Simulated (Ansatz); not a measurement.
```
CELL_PARAMETERS angstrom
4.65371 0.00000 0.00000
0.00000 4.65371 0.00000
0.00000 0.00000 4.65371
ATOMIC_POSITIONS crystal
O 0.00000 0.00000 0.00000
O 0.50000 0.50000 0.00000
O 0.50000 0.00000 0.50000
O 0.00000 0.50000 0.50000
Li 0.25000 0.25000 0.25000
Li 0.75000 0.75000 0.25000
Li 0.75000 0.25000 0.75000
Li 0.25000 0.75000 0.75000
Li 0.75000 0.25000 0.25000
Li 0.25000 0.75000 0.25000
Li 0.25000 0.25000 0.75000
Li 0.75000 0.75000 0.75000
```

Space group Fm-3m; a structure from a database of computed crystals, not necessarily the ambient phase; computed pressure about −4 GPa in this cell.

The calculation used Kohn-Sham DFT of a periodic cell, HSE06 form with a typed share of exact exchange, Ansatz PAW (Ansatz).

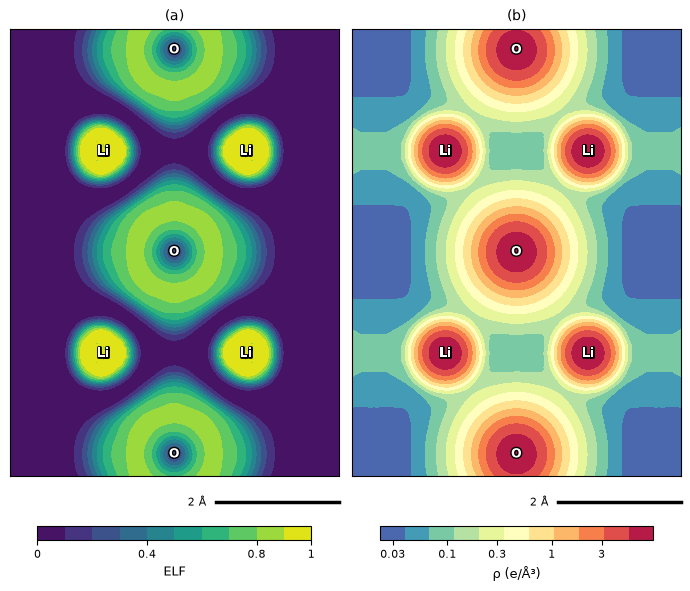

Li$_{2}$O. (a) electron localisation function; (b) valence electron density on the (101) plane of the conventional cell.

**Describe what can be read from this map.**

The section cuts through O and Li sites. Li–O (2.02 Å): ρ at the midpoint is about 0.36 e/Å³; the ELF peaks at about 0.85 in the valence shell of O, 0.6 Å from its nucleus, and falls to about 0 next to Li (an ionic contact with no shared pair). Between the atoms the lowest density in this plane is 0.02 e/Å³. The features right at Li lie inside the PAW spheres, where the map follows smoothed inner orbitals and isn't to be read closely.
